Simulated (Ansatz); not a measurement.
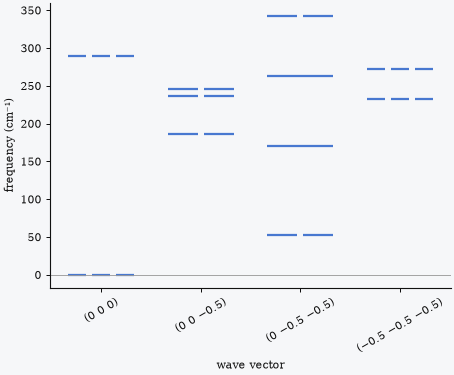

The plot gives the computed phonon frequencies at several wave vectors (in fractions of the reciprocal vectors of the given cell) for ScAl, space group Pm-3m (No. 221). Imaginary frequencies are drawn as negative.

The given structure:
```xyz
2
Lattice="3.3479 0.0000 0.0000 0.0000 3.3479 0.0000 0.0000 0.0000 3.3479" Properties=species:S:1:pos:R:3 pbc="T T T"
Sc    1.6739    1.6739    1.6739
Al    0.0000    0.0000    0.0000
```

Calculation (Ansatz 0.2.0): harmonic phonon frequencies at the irreducible points of a q mesh with atoms at rest in the given cell, q in fractions of the reciprocal cell vectors, no long-range term at q = 0, imaginary frequencies are negative, the first points where there are many; plane waves with PAW datasets. Level: PBEsol, no spin polarisation.

wave cutoff 420 eV; k mesh 12×12×12; occupations Fermi–Dirac; smearing width 0.15 eV; pressure 0 GPa; phonon method linear response; q mesh 2×2×2.

Q: Are there unstable modes?

A: No frequency is imaginary, so the structure is stable to these displacements at the wave vectors computed.

Q: What is the highest frequency?

A: The highest mode among the wave vectors computed lies at 342.4 cm⁻¹, at (0 −0.5 −0.5).

Caveats: metal sensitive to the k mesh.
